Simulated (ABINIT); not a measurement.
**Geometry relaxation of Ca (part 2 of 2)**

The same run, continued: Ca (Fm-3m, 1 atom in the cell); Kohn-Sham DFT of a periodic cell, PBE with D3(BJ), SPMS NC PBE v1.0, no spin polarisation (ABINIT 10.8.3); cutoff 489.81 eV, 6×6×6 k-mesh, fermi-dirac of 0.05 eV. The structure derives from an entry of the Crystallography Open Database.

Geometry of the input (Å; fractional positions):
```
0.0000  2.7942  2.7942
2.7942  0.0000  2.7942
2.7942  2.7942  0.0000
Ca 0.0000  0.0000  0.0000
```

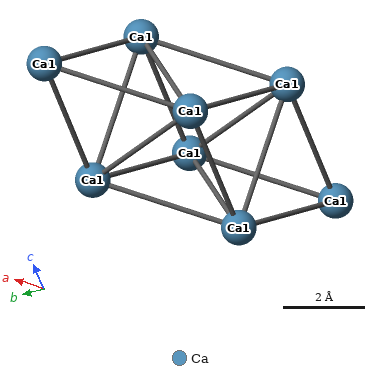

**Figure 1.** The geometry at step 2 of the log (ball-and-stick view of the cell of the calculation, seen at an oblique angle; atoms are numbered from 1 in the order of the input).

**Log, continued**
```
     iter   Etot(hartree)      deltaE(h)  residm     vres2
 ETOT  1  -38.753333377243    -3.875E+01 2.557E-03 2.321E+02
 ETOT  2  -38.807888804110    -5.456E-02 2.943E-04 5.255E+00
 ETOT  3  -38.810104370816    -2.216E-03 8.386E-05 5.122E-01
 ETOT  4  -38.810181964847    -7.759E-05 1.031E-05 9.638E-03
 ETOT  5  -38.810183650126    -1.685E-06 1.885E-06 3.606E-04
 ETOT  6  -38.810183722327    -7.220E-08 9.855E-07 8.254E-06
 ETOT  7  -38.810183723836    -1.509E-09 7.695E-07 2.116E-07
 ETOT  8  -38.810183723862    -2.661E-11 5.861E-07 2.895E-09
 ETOT  9  -38.810183723863    -2.984E-13 6.453E-07 1.039E-11
 ETOT 10  -38.810183723863    -7.674E-13 5.035E-07 3.024E-14

 At SCF step   10       vres2   =  3.02E-14 < tolvrs=  1.00E-12 =>converged.

 Cartesian components of stress tensor (hartree/bohr^3)
  sigma(1 1)= -5.41757689E-06  sigma(3 2)=  0.00000000E+00
  sigma(2 2)= -5.41757689E-06  sigma(3 1)=  0.00000000E+00
  sigma(3 3)= -5.41757689E-06  sigma(2 1)=  0.00000000E+00

--- !ResultsGS
iteration_state: {dtset: 1, itime: 3, icycle: 1, }
comment   : Summary of ground state results
lattice_vectors:
- [  0.0000000,   5.1057980,   5.1057980, ]
- [  5.1057980,   0.0000000,   5.1057980, ]
- [  5.1057980,   5.1057980,   0.0000000, ]
lattice_lengths: [   7.22069,    7.22069,    7.22069, ]
lattice_angles: [ 60.000,  60.000,  60.000, ] # degrees, (23, 13, 12)
lattice_volume:   2.6620786E+02
convergence: {deltae: -7.674E-13, res2:  3.024E-14, residm:  5.035E-07, diffor: null, }
etotal    :  -3.88101837E+01
entropy   :   0.00000000E+00
fermie    :   1.22018505E-01
cartesian_stress_tensor: # hartree/bohr^3
- [ -5.41757689E-06,   0.00000000E+00,   0.00000000E+00, ]
- [  0.00000000E+00,  -5.41757689E-06,   0.00000000E+00, ]
- [  0.00000000E+00,   0.00000000E+00,  -5.41757689E-06, ]
pressure_GPa:   1.5939E-01
xred      :
- [  0.0000E+00,   0.0000E+00,   0.0000E+00, Ca]
cartesian_forces: # hartree/bohr
- [ -0.00000000E+00,  -0.00000000E+00,  -0.00000000E+00, ]
force_length_stats: {min:   0.00000000E+00, max:   0.00000000E+00, mean:   0.00000000E+00, }
...

 Integrated electronic density in atomic spheres:
 ------------------------------------------------
 Atom  Sphere_radius  Integrated_density
    1        2.00000          7.55991898

---OUTPUT-----------------------------------------------------------------------

 Cartesian coordinates (xcart) [bohr]
  0.00000000000000E+00  0.00000000000000E+00  0.00000000000000E+00
 Reduced coordinates (xred)
  0.00000000000000E+00  0.00000000000000E+00  0.00000000000000E+00
 Cartesian forces (fcart) [Ha/bohr]; max,rms= 0.00000E+00 0.00000E+00 (free atoms)
 -0.00000000000000E+00 -0.00000000000000E+00 -0.00000000000000E+00
 Gradient of E wrt nuclear positions in reduced coordinates (gred)
  0.00000000000000E+00  0.00000000000000E+00  0.00000000000000E+00
 Scale of Primitive Cell (acell) [bohr]
  7.22068876795712E+00  7.22068876795713E+00  7.22068876795712E+00
 Real space primitive translations (rprimd) [bohr]
  0.00000000000000E+00  5.10579799266001E+00  5.10579799266001E+00
  5.10579799266002E+00  0.00000000000000E+00  5.10579799266002E+00
  5.10579799266002E+00  5.10579799266002E+00  0.00000000000000E+00
 Unitary Cell Volume (ucvol) [Bohr^3]=  2.66207863795939E+02
 Angles (23,13,12)= [degrees]
  6.00000000000000E+01  6.00000000000000E+01  6.00000000000000E+01
 Lengths [Bohr]
  7.22068876795712E+00  7.22068876795713E+00  7.22068876795712E+00
 Stress tensor in cartesian coordinates (strten) [Ha/bohr^3]
 -5.41757689135605E-06  0.00000000000000E+00  0.00000000000000E+00
  0.00000000000000E+00 -5.41757689135171E-06  0.00000000000000E+00
  0.00000000000000E+00  0.00000000000000E+00 -5.41757689135258E-06
 Total energy (etotal) [Ha]= -3.88101837238634E+01

 Difference of energy with previous step (new-old):
           Absolute (Ha)=-6.18378E-04
           Relative     =-1.59335E-05

--- Iteration: ( 4/50) Internal Cycle: (1/1)
--------------------------------------------------------------------------------

---SELF-CONSISTENT-FIELD CONVERGENCE--------------------------------------------

--- !BeginCycle
iteration_state: {dtset: 1, itime: 4, icycle: 1, }
solver: {iscf: 7, nstep: 80, nline: 4, wfoptalg: 0, }
tolerances: {tolvrs: 1.00E-12, }
...

     iter   Etot(hartree)      deltaE(h)  residm     vres2
 ETOT  1  -38.809848635820    -3.881E+01 6.864E-06 1.810E+00
 ETOT  2  -38.810180233600    -3.316E-04 1.413E-06 2.764E-02
 ETOT  3  -38.810188654124    -8.421E-06 5.783E-07 6.318E-03
 ETOT  4  -38.810189728530    -1.074E-06 6.934E-07 5.453E-05
 ETOT  5  -38.810189741737    -1.321E-08 3.465E-07 1.730E-06
 ETOT  6  -38.810189742126    -3.891E-10 3.915E-07 4.120E-08
 ETOT  7  -38.810189742133    -7.006E-12 2.689E-07 6.481E-10
 ETOT  8  -38.810189742133     1.634E-13 3.276E-07 9.976E-12
 ETOT  9  -38.810189742132     2.629E-13 2.290E-07 3.486E-15

 At SCF step    9       vres2   =  3.49E-15 < tolvrs=  1.00E-12 =>converged.

 Cartesian components of stress tensor (hartree/bohr^3)
  sigma(1 1)=  4.60656901E-07  sigma(3 2)=  0.00000000E+00
  sigma(2 2)=  4.60656901E-07  sigma(3 1)=  0.00000000E+00
  sigma(3 3)=  4.60656901E-07  sigma(2 1)=  0.00000000E+00

--- !ResultsGS
iteration_state: {dtset: 1, itime: 4, icycle: 1, }
comment   : Summary of ground state results
lattice_vectors:
- [  0.0000000,   5.1214887,   5.1214887, ]
- [  5.1214887,   0.0000000,   5.1214887, ]
- [  5.1214887,   5.1214887,   0.0000000, ]
lattice_lengths: [   7.24288,    7.24288,    7.24288, ]
lattice_angles: [ 60.000,  60.000,  60.000, ] # degrees, (23, 13, 12)
lattice_volume:   2.6866968E+02
convergence: {deltae:  2.629E-13, res2:  3.486E-15, residm:  2.290E-07, diffor: null, }
etotal    :  -3.88101897E+01
entropy   :   0.00000000E+00
fermie    :   1.20238897E-01
cartesian_stress_tensor: # hartree/bohr^3
- [  4.60656901E-07,   0.00000000E+00,   0.00000000E+00, ]
- [  0.00000000E+00,   4.60656901E-07,   0.00000000E+00, ]
- [  0.00000000E+00,   0.00000000E+00,   4.60656901E-07, ]
pressure_GPa:  -1.3553E-02
xred      :
- [  0.0000E+00,   0.0000E+00,   0.0000E+00, Ca]
cartesian_forces: # hartree/bohr
- [ -0.00000000E+00,  -0.00000000E+00,  -0.00000000E+00, ]
force_length_stats: {min:   0.00000000E+00, max:   0.00000000E+00, mean:   0.00000000E+00, }
...

 Integrated electronic density in atomic spheres:
 ------------------------------------------------
 Atom  Sphere_radius  Integrated_density
    1        2.00000          7.56991397

---OUTPUT-----------------------------------------------------------------------

 Cartesian coordinates (xcart) [bohr]
  0.00000000000000E+00  0.00000000000000E+00  0.00000000000000E+00
 Reduced coordinates (xred)
  0.00000000000000E+00  0.00000000000000E+00  0.00000000000000E+00
 Cartesian forces (fcart) [Ha/bohr]; max,rms= 0.00000E+00 0.00000E+00 (free atoms)
 -0.00000000000000E+00 -0.00000000000000E+00 -0.00000000000000E+00
 Gradient of E wrt nuclear positions in reduced coordinates (gred)
  0.00000000000000E+00  0.00000000000000E+00  0.00000000000000E+00
 Scale of Primitive Cell (acell) [bohr]
  7.24287879086389E+00  7.24287879086389E+00  7.24287879086389E+00
 Real space primitive translations (rprimd) [bohr]
  0.00000000000000E+00  5.12148870833208E+00  5.12148870833208E+00
  5.12148870833208E+00  0.00000000000000E+00  5.12148870833208E+00
  5.12148870833208E+00  5.12148870833208E+00  0.00000000000000E+00
 Unitary Cell Volume (ucvol) [Bohr^3]=  2.68669677664078E+02
 Angles (23,13,12)= [degrees]
  6.00000000000000E+01  6.00000000000000E+01  6.00000000000000E+01
 Lengths [Bohr]
  7.24287879086389E+00  7.24287879086389E+00  7.24287879086389E+00
 Stress tensor in cartesian coordinates (strten) [Ha/bohr^3]
  4.60656901194768E-07  0.00000000000000E+00  0.00000000000000E+00
  0.00000000000000E+00  4.60656901196503E-07  0.00000000000000E+00
  0.00000000000000E+00  0.00000000000000E+00  4.60656901196503E-07
 Total energy (etotal) [Ha]= -3.88101897421324E+01

 Difference of energy with previous step (new-old):
           Absolute (Ha)=-6.01827E-06
           Relative     =-1.55069E-07

--- Iteration: ( 5/50) Internal Cycle: (1/1)
--------------------------------------------------------------------------------

---SELF-CONSISTENT-FIELD CONVERGENCE--------------------------------------------

--- !BeginCycle
iteration_state: {dtset: 1, itime: 5, icycle: 1, }
solver: {iscf: 7, nstep: 80, nline: 4, wfoptalg: 0, }
tolerances: {tolvrs: 1.00E-12, }
...

     iter   Etot(hartree)      deltaE(h)  residm     vres2
 ETOT  1  -38.810187605153    -3.881E+01 2.838E-07 1.136E-02
 ETOT  2  -38.810189727488    -2.122E-06 2.305E-07 1.692E-04
 ETOT  3  -38.810189781751    -5.426E-08 1.657E-07 3.894E-05
 ETOT  4  -38.810189788362    -6.612E-09 1.927E-07 3.367E-07
 ETOT  5  -38.810189788442    -7.968E-11 1.430E-07 1.155E-08
 ETOT  6  -38.810189788445    -3.133E-12 1.652E-07 2.506E-10
 ETOT  7  -38.810189788443     1.968E-12 1.245E-07 3.860E-12
 ETOT  8  -38.810189788445    -2.238E-12 1.419E-07 5.402E-14

 At SCF step    8       vres2   =  5.40E-14 < tolvrs=  1.00E-12 =>converged.

 Cartesian components of stress tensor (hartree/bohr^3)
  sigma(1 1)=  3.45288989E-09  sigma(3 2)=  0.00000000E+00
  sigma(2 2)=  3.45288989E-09  sigma(3 1)=  0.00000000E+00
  sigma(3 3)=  3.45288989E-09  sigma(2 1)=  0.00000000E+00

--- !ResultsGS
iteration_state: {dtset: 1, itime: 5, icycle: 1, }
comment   : Summary of ground state results
lattice_vectors:
- [  0.0000000,   5.1202486,   5.1202486, ]
- [  5.1202486,   0.0000000,   5.1202486, ]
- [  5.1202486,   5.1202486,   0.0000000, ]
lattice_lengths: [   7.24113,    7.24113,    7.24113, ]
lattice_angles: [ 60.000,  60.000,  60.000, ] # degrees, (23, 13, 12)
lattice_volume:   2.6847456E+02
convergence: {deltae: -2.238E-12, res2:  5.402E-14, residm:  1.419E-07, diffor: null, }
etotal    :  -3.88101898E+01
entropy   :   0.00000000E+00
fermie    :   1.20378718E-01
cartesian_stress_tensor: # hartree/bohr^3
- [  3.45288989E-09,   0.00000000E+00,   0.00000000E+00, ]
- [  0.00000000E+00,   3.45288989E-09,   0.00000000E+00, ]
- [  0.00000000E+00,   0.00000000E+00,   3.45288989E-09, ]
pressure_GPa:  -1.0159E-04
xred      :
- [  0.0000E+00,   0.0000E+00,   0.0000E+00, Ca]
cartesian_forces: # hartree/bohr
- [  0.00000000E+00,   0.00000000E+00,   0.00000000E+00, ]
force_length_stats: {min:   0.00000000E+00, max:   0.00000000E+00, mean:   0.00000000E+00, }
...

 Integrated electronic density in atomic spheres:
 ------------------------------------------------
 Atom  Sphere_radius  Integrated_density
    1        2.00000          7.56912904

---OUTPUT-----------------------------------------------------------------------

 Cartesian coordinates (xcart) [bohr]
  0.00000000000000E+00  0.00000000000000E+00  0.00000000000000E+00
 Reduced coordinates (xred)
  0.00000000000000E+00  0.00000000000000E+00  0.00000000000000E+00
 Cartesian forces (fcart) [Ha/bohr]; max,rms= 0.00000E+00 0.00000E+00 (free atoms)
  0.00000000000000E+00  0.00000000000000E+00  0.00000000000000E+00
 Gradient of E wrt nuclear positions in reduced coordinates (gred)
 -0.00000000000000E+00 -0.00000000000000E+00 -0.00000000000000E+00
 Scale of Primitive Cell (acell) [bohr]
  7.24112502494157E+00  7.24112502494157E+00  7.24112502494157E+00
 Real space primitive translations (rprimd) [bohr]
  0.00000000000000E+00  5.12024860855580E+00  5.12024860855580E+00
  5.12024860855580E+00  0.00000000000000E+00  5.12024860855580E+00
  5.12024860855580E+00  5.12024860855580E+00  0.00000000000000E+00
 Unitary Cell Volume (ucvol) [Bohr^3]=  2.68474560643468E+02
 Angles (23,13,12)= [degrees]
  6.00000000000000E+01  6.00000000000000E+01  6.00000000000000E+01
 Lengths [Bohr]
  7.24112502494157E+00  7.24112502494157E+00  7.24112502494157E+00
 Stress tensor in cartesian coordinates (strten) [Ha/bohr^3]
  3.45288988547188E-09  0.00000000000000E+00  0.00000000000000E+00
  0.00000000000000E+00  3.45288988547188E-09  0.00000000000000E+00
  0.00000000000000E+00  0.00000000000000E+00  3.45288988503820E-09
 Total energy (etotal) [Ha]= -3.88101897884454E+01

 Difference of energy with previous step (new-old):
           Absolute (Ha)=-4.63130E-08
           Relative     =-1.19332E-09

 At Broyd/MD step   5, gradients are converged :
  max grad (force/stress) = 3.4529E-07 < tolmxf= 2.0000E-05 ha/bohr (free atoms)

================================================================================

 ----iterations are completed or convergence reached----

 Mean square residual over all n,k,spin=   18.133E-10; max=  14.189E-08
 reduced coordinates (array xred) for    1 atoms
       0.000000000000      0.000000000000      0.000000000000
 rms dE/dt=  6.0727E-31; max dE/dt=  0.0000E+00; dE/dt below (all hartree)
    1      -0.000000000000      0.000000000000      0.000000000000

 cartesian coordinates (angstrom) at end:
    1      0.00000000000000     0.00000000000000     0.00000000000000

 cartesian forces (hartree/bohr) at end:
    1      0.00000000000000     0.00000000000000     0.00000000000000
 frms,max,avg= 0.0000000E+00 0.0000000E+00   0.000E+00  0.000E+00  0.000E+00 h/b

 cartesian forces (eV/Angstrom) at end:
    1      0.00000000000000     0.00000000000000     0.00000000000000
 frms,max,avg= 0.0000000E+00 0.0000000E+00   0.000E+00  0.000E+00  0.000E+00 e/A
 length scales=  7.241125024942  7.241125024942  7.241125024942 bohr
              =  3.831838341899  3.831838341899  3.831838341899 angstroms
 Fermi (or HOMO) energy (hartree) =   0.12038   Average Vxc (hartree)=  -0.29290
 Eigenvalues (hartree) for nkpt=  16  k points:
 kpt#   1, nband=  9, wtk=  0.00463, kpt=  0.0000  0.0000  0.0000 (reduced coord)
  -1.42326   -0.72107   -0.72107   -0.72107   -0.03247    0.20643    0.20643    0.20643
   0.24793
      occupation numbers for kpt#   1
   2.00000    2.00000    2.00000    2.00000    2.00000    0.00000    0.00000    0.00000
   0.00000
 prteigrs : prtvol=0 or 1, do not print more k-points.

--- !EnergyTerms
iteration_state     : {dtset: 1, itime: 5, icycle: 1, }
comment             : Components of total free energy in Hartree
kinetic             :  1.25523060497082E+01
hartree             :  9.67095898346700E+00
xc                  : -7.40188166315164E+00
Ewald energy        : -2.23859348667789E+01
psp_core            :  8.10254564045866E-01
local_psp           : -3.05432222535274E+01
non_local_psp       : -1.50309228347213E+00
VdWaals_dft_d       : -8.94063239704225E-03
internal            : -3.88095521021060E+01
'-kT*entropy'       : -6.37686339409797E-04
total_energy        : -3.88101897884454E+01
total_energy_eV     : -1.05607906461322E+03
band_energy         : -7.04734330673988E+00
...

 Cartesian components of stress tensor (hartree/bohr^3)
  sigma(1 1)=  3.45288989E-09  sigma(3 2)=  0.00000000E+00
  sigma(2 2)=  3.45288989E-09  sigma(3 1)=  0.00000000E+00
  sigma(3 3)=  3.45288989E-09  sigma(2 1)=  0.00000000E+00

-Cartesian components of stress tensor (GPa)         [Pressure= -1.0159E-04 GPa]
- sigma(1 1)=  1.01587528E-04  sigma(3 2)=  0.00000000E+00
- sigma(2 2)=  1.01587528E-04  sigma(3 1)=  0.00000000E+00
- sigma(3 3)=  1.01587528E-04  sigma(2 1)=  0.00000000E+00

== END DATASET(S) ==============================================================
================================================================================

 -outvars: echo values of variables after computation  --------
            acell      7.2411250249E+00  7.2411250249E+00  7.2411250249E+00 Bohr
           etotal     -3.8810189788E+01
            fcart      0.0000000000E+00  0.0000000000E+00  0.0000000000E+00
            rprim      0.0000000000E+00  7.0710678119E-01  7.0710678119E-01
                       7.0710678119E-01  0.0000000000E+00  7.0710678119E-01
                       7.0710678119E-01  7.0710678119E-01  0.0000000000E+00
           strten      3.4528898855E-09  3.4528898855E-09  3.4528898850E-09
                       0.0000000000E+00  0.0000000000E+00  0.0000000000E+00
 Calculation completed.
```

**Trajectory as extended XYZ (Å, eV, eV/Å), 5 frames, from step=0 to step=4**
```
1
Lattice="0.0000 2.7942 2.7942 2.7942 0.0000 2.7942 2.7942 2.7942 0.0000" Properties=species:S:1:pos:R:3:forces:R:3 step=0 energy=-1056.06036
Ca    0.0000    0.0000    0.0000    0.0000   0.0000   0.0000
1
Lattice="0.0000 2.7901 2.7901 2.7901 0.0000 2.7901 2.7901 2.7901 0.0000" Properties=species:S:1:pos:R:3:forces:R:3 step=1 energy=-1056.06207
Ca    0.0000    0.0000    0.0000    0.0000   0.0000   0.0000
1
Lattice="0.0000 2.7019 2.7019 2.7019 0.0000 2.7019 2.7019 2.7019 0.0000" Properties=species:S:1:pos:R:3:forces:R:3 step=2 energy=-1056.07890
Ca    0.0000    0.0000    0.0000    0.0000   0.0000   0.0000
1
Lattice="0.0000 2.7102 2.7102 2.7102 0.0000 2.7102 2.7102 2.7102 0.0000" Properties=species:S:1:pos:R:3:forces:R:3 step=3 energy=-1056.07906
Ca    0.0000    0.0000    0.0000    0.0000   0.0000   0.0000
1
Lattice="0.0000 2.7095 2.7095 2.7095 0.0000 2.7095 2.7095 2.7095 0.0000" Properties=species:S:1:pos:R:3:forces:R:3 step=4 energy=-1056.07906
Ca    0.0000    0.0000    0.0000    0.0000   0.0000   0.0000
```

**Key numbers**

```json
{"quantity": "outcome", "value": "converged"}
{"quantity": "space group (tolerance 0.01 Å)", "value": "Fm-3m (225)"}
{"quantity": "electrons treated", "value": "10"}
{"quantity": "free energy", "value": "−1056.0791 eV"}
{"quantity": "Fermi energy", "value": "3.276 eV"}
{"quantity": "gap on the k-point mesh", "value": "none (metallic)"}
{"quantity": "pressure", "value": "0.00 GPa"}
{"quantity": "final volume", "value": "39.78 Å³"}
{"quantity": "largest force (length of the vector) at the end", "value": "under 0.001 eV/Å"}
{"quantity": "final cell", "value": "a = 3.832 Å, b = 3.832 Å, c = 3.832 Å, α = 60.00°, β = 60.00°, γ = 60.00°"}
{"quantity": "hardware", "value": "1 thread of Arm Neoverse V1, 24 GiB of memory available, shared host"}
{"quantity": "wall time", "value": "22 s"}
{"quantity": "peak memory", "value": "0.07 GiB"}
```
